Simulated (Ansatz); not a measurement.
Band-structure calculation, with input and output: NaF

NaF (2 atoms in the cell), computed with DFT, r2SCAN, plane waves, PAW, no spin polarisation (Ansatz 0.2.0).

The structure was built on a prototype by a generator. The geometry comes from this level: r2SCAN (a point of a series of strains). It belongs to a series of runs on one base structure; here: uniaxial_x strain -4.3%.

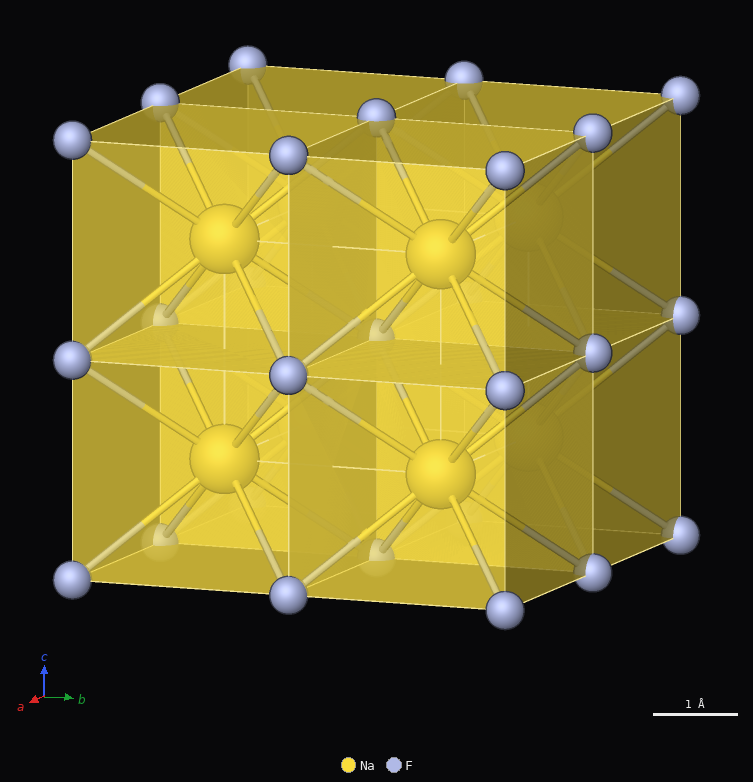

*The structure (polyhedral view of the cell of the calculation, set on other vectors, seen slightly off an axis; polyhedra are completed across the faces of the cell).*

Summary

```tsv
quantity	value
outcome	converged
space group (tolerance 0.01 Å)	P4/mmm (123)
electrons treated	16
free energy	−2301.0623 eV
Fermi energy	2.912 eV
gap on the k-point mesh	7.17 eV
pressure	2.97 GPa
largest force (length of the vector)	under 0.001 eV/Å
hardware	4 threads of an x86-64 CPU, shared host
wall time	6 s (CPU time 11 s)
peak memory	0.38 GiB
```

Input file
```yaml
crystal:
  lattice:
    - [2.6728066571, 0.0, 0.0]
    - [0.0, 2.7934852186, 0.0]
    - [0.0, 0.0, 2.7934852186]
  atoms:
    - { symbol: Na, position: [0.0, 0.0, 0.0] }
    - { symbol: F, position: [0.5, 0.5, 0.5] }
kpoints:
  mp_grid: { grid: [10, 10, 10] }
  band_path:
    path:
      - [0.0, 0.0, 0.0]
      - [0.0, 0.5, 0.0]
      - [0.5, 0.5, 0.0]
      - [0.5, 0.5, 0.5]
      - [0.0, 0.5, 0.5]
    npoints: 1
hamiltonian:
  xc: r2scan
scf:
  occupations: { method: fixed }
  n_extra_bands: 4
output:
  forces: true
  stress: true
  eigenvalues: true
  write_density: true
  write_potential: true
  elf: true
  volumetric_format: npy
```

Command:
```bash
ansatz run input.yaml --threads 4 --pin off --max-ram 3686MiB --backend cpu --events-out ev --progress --plain --runs-dir out
```

Output
```
scf.n_extra_bands = 4 over 8 filled bands (N_el = 16.0): the run solves 12 bands
Engine: ansatz 0.2.0, x86_64-unknown-linux-gnu
Pseudopotentials: kind: paw
Pseudopotential: Na, paw, valence charge 9, recommended cutoff 500 eV (meta_gga), Na.paw.azcp
Pseudopotential: F, paw, valence charge 7, recommended cutoff 500 eV (meta_gga), F.paw.azcp
Functional definition: r2SCAN
  parameter k0 = 0.174
  parameter k1 = 0.065
  parameter a1 = 4.9479
  exchange = r2scan_x(k0 = k0, k1 = k1, a1 = a1)
  correlation = r2scan_c
Crystal: 2 atoms, lattice volume = 20.857 Å³
Basis set: ecut = 500 eV, 505 PW (Γ), exchange–correlation on 80×96×96 points (64 copies of the dense FFT grid, shifted against one another)
Bands: 12, of which v1, the nominal top of the filled ones, is band 8 counted from 1 (7 counted from 0)
Symmetry: 16 space group operations
Space group: P4/mmm (ITA 123), of the structure as read, at distance tolerance 2.8e-5 Å
k-points: 126 of 1000
Non-local potential: Na, projectors of the file, l = 0: 3, l = 1: 2, l = 2: 1
Non-local potential: F, projectors of the file, l = 0: 2, l = 1: 2, l = 2: 1
PAW form: soft (Blöchl's): semilocal exchange-correlation on the pseudo side does not see the compensation charge
PAW frozen core: Na, regenerated for the run's functional (the file was generated under x = pbe(κ = 0.804, μ = 0.2195149727645171), c = pbe(β = 0.06672455060314922))
PAW frozen core: F, regenerated for the run's functional (the file was generated under x = pbe(κ = 0.804, μ = 0.2195149727645171), c = pbe(β = 0.06672455060314922))
PAW one-centre angular grid: Na, 302 points (default); XC on 339 of its mesh's 2595 points in the sphere
PAW one-centre angular grid: F, 302 points (default); XC on 160 Gauss nodes
Initial density: superposition of atomic densities (neutral atoms: chi_scale 0, normalization atom), corrected by the library's trained network
Initial wavefunctions: pseudopotential atomic-orbital guess
Functional: x = r2scan, c = r2scan; τ floored in thin density (d = 2e-4 eV/Å³)
SCF iter   1: F=—  HF=-2301.028047 eV  |F-HF|=—  |Δ(HF+E_count)|=         —  Δρ=9.47e-3  dr2=1.02e-2  dr2_τ=2.87e-2  ethr=1.77e-3  ⟨swp⟩=4.4  Hψ=7840  notcnv=0  defer=215
preconditioner: auto → none  [insulator: Δε(μ)=7.302 eV  Ē_g=29.458 eV  n_scr=6 (ndim 8)  ℏωp=30.4 eV  f_vac=0.020  ε∞_Penn≈2.1]
SCF iter   2: F=—  HF=-2301.062150 eV  |F-HF|=—  |Δ(HF+E_count)|=   3.41e-2  Δρ=3.04e-3  dr2=5.02e-4  dr2_τ=3.20e-4  ethr=6.40e-5  ⟨swp⟩=3.0  Hψ=4002  notcnv=0  defer=243
SCF iter   3: F=—  HF=-2301.062337 eV  |F-HF|=—  |Δ(HF+E_count)|=   1.87e-4  Δρ=9.78e-4  dr2=1.02e-4  dr2_τ=2.26e-5  ethr=3.14e-6  ⟨swp⟩=2.3  Hψ=2781  notcnv=0  defer=246
SCF iter   4: F=—  HF=-2301.062340 eV  |F-HF|=—  |Δ(HF+E_count)|=   3.38e-6  Δρ=4.68e-4  dr2=1.35e-5  dr2_τ=3.16e-6  ethr=6.36e-7  ⟨swp⟩=2.2  Hψ=2111  notcnv=0  defer=220
SCF iter   5: F=—  HF=-2301.062337 eV  |F-HF|=—  |Δ(HF+E_count)|=   3.16e-6  Δρ=2.96e-5  dr2=3.43e-8  dr2_τ=2.18e-8  ethr=8.47e-8  ⟨swp⟩=2.0  Hψ=1928  notcnv=0  defer=7
SCF iter   6: F=-2301.062337 eV  HF=-2301.062337 eV  |F-HF|=5.02e-10  |Δ(HF+E_count)|=   9.37e-8  Δρ=5.00e-6  dr2=1.33e-9  dr2_τ=1.15e-9  ethr=2.14e-10  ⟨swp⟩=7.0  Hψ=10261  notcnv=0
SCF 1 converged in 6 iterations: F = -2301.062337 eV  dr2 = 1.33e-9
  greatest PAW one-centre occupation: 1.000 electrons in one spin orbital (limit 2), on the Na atom at site 0 (counted from 0), in its partial waves of l = 0
NSCF: frozen V_eff on 5 k-points
SCF converged after 6 iterations
Free energy (F): -2301.062337 eV
Harris-Foulkes:  -2301.062337 eV  (|F-HF|=5.02e-10)
Internal energy: -2301.062337 eV  (E = F + TS)
E sigma→0 (E₀):  -2301.062337 eV
Fermi energy:    2.912106 eV
--- Per-component energies (eV) ---
  E_band       = -228.571025
  E_kinetic    = 331.663407
  E_local      = -1541.524561  (includes V_loc(G=0)·N_el)
  E_nonlocal   = 188.835512
  E_hartree    = 537.456906
  E_xc         = -117.727962
  E_vxc        = -173.877454  (∫ρ·V_xc dr)
  E_paw        = -470.738915  (= ΣΔE_a)
  E_vpaw       = -122.155151  (= ΣTr[D̂ρ^β])
  E_aug_tail   = 0.001031  (compensation charges beyond the density's cutoff)
  E_vtau       = 13.573422  (kinetic-family band-sum trace: ∫τ·v_τ [+ j·A + Jᵃ·Aᵃ] dr)
  E_ewald      = -1228.970096
  E_core_change = -0.057659  (= ΣΔE_core)
  E_smearing   = -0.000000  (= −TS)
  E_closure    = 0.000000  (closes the sum)
  Σ components = -2301.062337   (vs F -2301.062337, Δ=0.00e0)
--- Forces (eV/Å), atoms counted from 1 ---
  atom   1  Na     0.00000000     0.00000000     0.00000000
  atom   2  F      0.00000000     0.00000000     0.00000000
  max |Σ_I F_I| component: 1.48e-31 eV/Å
--- Stress (GPa, compression-positive) ---
        8.397933       0.000000       0.000000
        0.000000       0.249011       0.000000
        0.000000       0.000000       0.249011
  P = ⅓ Tr σ = 2.9653 GPa (29.653 kbar)
--- Band table (eV; the first three rows and the last of 126) ---
  k-point 0: bands = ["-47.4466", "-18.4028", "-17.7354", "-17.7354", "-17.7123", "2.2713", "2.2713", "2.6109", "10.0870", "19.2917", "20.2324", "28.5954"]
  k-point 1: bands = ["-47.4442", "-18.4794", "-17.7323", "-17.7096", "-17.6513", "1.9965", "2.2817", "2.6213", "10.4342", "19.2715", "20.3461", "28.5280"]
  k-point 2: bands = ["-47.4379", "-18.6342", "-17.7244", "-17.7026", "-17.4756", "1.3490", "2.3094", "2.6486", "11.3353", "18.9672", "20.8148", "28.3364"]
  k-point 125: bands = ["-47.3618", "-17.9984", "-17.8995", "-17.8995", "-17.5546", "0.8711", "0.9956", "0.9956", "18.5901", "18.5901", "18.6256", "23.7360"]
```

File bands.tsv
```
# k_distance	band_0	band_1	band_2	band_3	band_4	band_5	band_6	band_7	band_8	band_9	band_10	band_11
# fermi_ev = 2.912106
# lock_threshold_ev = 1e-6
# [0, 0, 0] at k_distance = 0.000000
# [0, 0.5, 0] at k_distance = 1.124614
# [0.5, 0.5, 0] at k_distance = 2.300005
# [0.5, 0.5, 0.5] at k_distance = 3.424619
# [0, 0.5, 0.5] at k_distance = 4.600010
# levels_relative_to = fermi_ev
# free_energy_ev = -2301.062337
# largest_residual_norms_ev = 3.286e-4 6.141e-4 4.803e-4 4.545e-4 6.898e-4 4.587e-4 5.007e-4 3.378e-4 1.282e-3 6.792e-4 8.363e-4 7.209e-4
0.000000	-50.358744	-21.314908	-20.647498	-20.647498	-20.624383	-0.640801	-0.640801	-0.301179	7.174873	16.379629	17.320245	25.683323
1.124614	-50.333334	-21.837439	-20.615481	-20.596413	-20.031615	-2.960415	-0.529379	-0.191180	12.063889	13.052709	21.203927	22.800828
2.300005	-50.295656	-20.968748	-20.867195	-20.704275	-20.580042	-2.236606	-2.086398	-0.245539	13.287874	16.665442	16.767336	17.117058
3.424619	-50.273900	-20.910466	-20.811633	-20.811633	-20.466675	-2.041019	-1.916546	-1.916546	15.677984	15.677984	15.713507	20.823871
4.600010	-50.309911	-20.887759	-20.887759	-20.796423	-20.574799	-2.208332	-2.208332	0.000000	12.980869	16.561489	16.561489	17.433838
```

File rho_z.tsv
```
# z_ang	rho[e/angstrom^3]
# format = ansatz-planar-average/11
# lattice	2.672806657	0.000000000	0.000000000
# lattice	0.000000000	2.793485219	0.000000000
# lattice	0.000000000	0.000000000	2.793485219
# sites	2
# site	11	0.000000000	0.000000000	0.000000000
# site	9	1.336403329	1.396742609	1.396742609
0.000000	1.535911e0
0.116395	1.423590e0
0.232790	1.127668e0
0.349186	7.584735e-1
0.465581	4.473487e-1
0.581976	2.784953e-1
0.698371	2.503724e-1
0.814767	3.183107e-1
0.931162	4.653173e-1
1.047557	6.862851e-1
1.163952	9.368615e-1
1.280347	1.137527e0
1.396743	1.214316e0
1.513138	1.137527e0
1.629533	9.368615e-1
1.745928	6.862851e-1
1.862323	4.653173e-1
1.978719	3.183107e-1
2.095114	2.503724e-1
2.211509	2.784953e-1
2.327904	4.473487e-1
2.444300	7.584735e-1
2.560695	1.127668e0
2.677090	1.423590e0
```

File v_z.tsv
```
# z_ang	v_es[eV]	v_tot[eV]
# format = ansatz-planar-average/11
# xc	r2scan
# density_cutoff_ev	2000
# datasets	Na=:simpson_from_first_knot:soft:shift=0	F=:simpson_from_first_knot:soft:shift=0
# lattice	2.672806657	0.000000000	0.000000000
# lattice	0.000000000	2.793485219	0.000000000
# lattice	0.000000000	0.000000000	2.793485219
# sites	2
# site	11	0.000000000	0.000000000	0.000000000
# site	9	1.336403329	1.396742609	1.396742609
0.000000	-3.504540e0	-1.322958e1
0.116395	-2.937339e0	-1.264216e1
0.232790	-1.379264e0	-1.075154e1
0.349186	8.329902e-1	-8.155649e0
0.465581	3.148681e0	-5.703214e0
0.581976	5.146980e0	-3.673352e0
0.698371	6.289598e0	-2.693024e0
0.814767	6.027487e0	-3.411535e0
0.931162	4.995329e0	-5.313737e0
1.047557	3.858172e0	-7.308521e0
1.163952	2.863466e0	-8.916577e0
1.280347	2.236229e0	-9.907178e0
1.396743	2.040995e0	-1.016798e1
1.513138	2.236229e0	-9.907178e0
1.629533	2.863466e0	-8.916577e0
1.745928	3.858172e0	-7.308521e0
1.862323	4.995329e0	-5.313737e0
1.978719	6.027487e0	-3.411535e0
2.095114	6.289598e0	-2.693024e0
2.211509	5.146980e0	-3.673352e0
2.327904	3.148681e0	-5.703214e0
2.444300	8.329902e-1	-8.155649e0
2.560695	-1.379264e0	-1.075154e1
2.677090	-2.937339e0	-1.264216e1
```

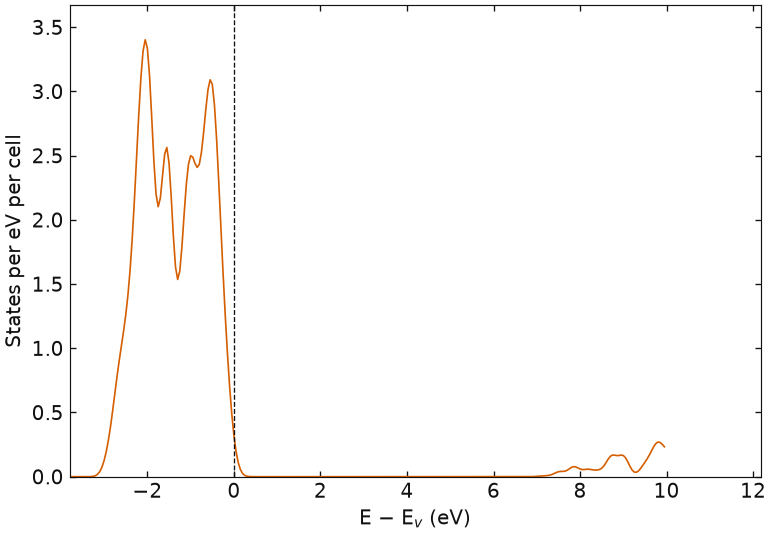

*Density of states (the curve is built from the levels of the k mesh with Gaussians 0.3 eV wide, which also blur the band edges), with energies from the valence-band top.*

There is a gap of 7.17 eV on the k-point mesh. Small ripples come from the finite k-point mesh.

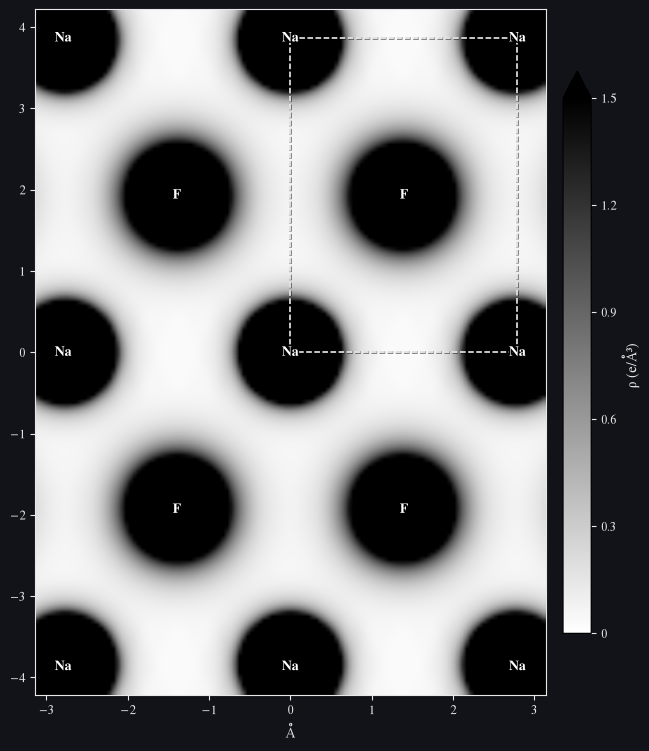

*Valence pseudo-density on the (011̄) plane of the conventional cell.*

The section cuts through Na and F sites. Na–F (2.38 Å): the density is about 0.13 e/Å³ at the midpoint. Away from the nuclei the density in this plane falls to 0.03 e/Å³ at its lowest. The fields are those of the smooth PAW valence density.

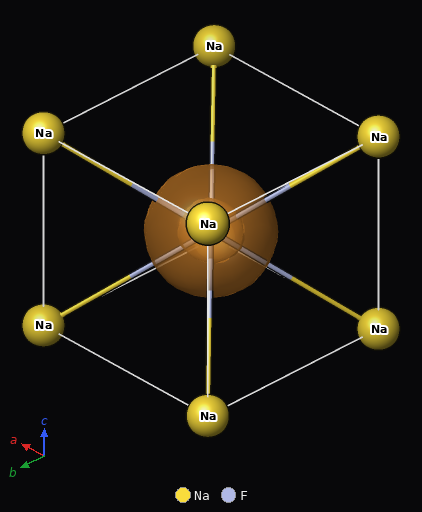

*Isosurface of the ELF at 0.75 (orange), seen at an oblique angle. Core shells and regions of very low density are left out. Sticks mark near contacts. The outline is the cell set on symmetry axes.*

Along the contacts the grid gives the following. Na–F (2.38 Å): the ELF is about 0.05 at the midpoint, which marks a closed-shell, largely ionic contact.

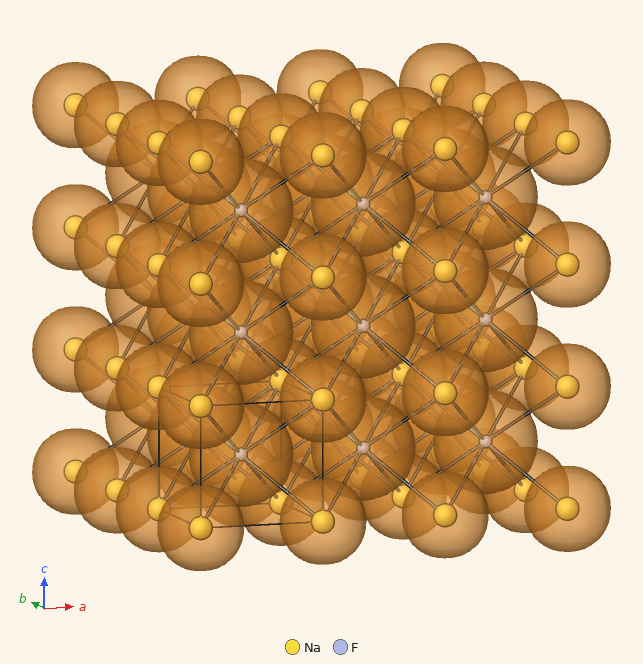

*Isosurface of the valence electron density at 0.15 e/Å³ (orange), seen slightly off an axis. Sticks mark near contacts. The outline is the cell set on symmetry axes.*

At this value the density breaks into separate islands; it holds about 95 % of the electrons treated as valence (semicore included). It is pinched off along the Na–F (2.38 Å) contacts. On the grid the lowest density along these lines, outside the cores, is 0.11 e/Å³ (Na–F, 2.38 Å).
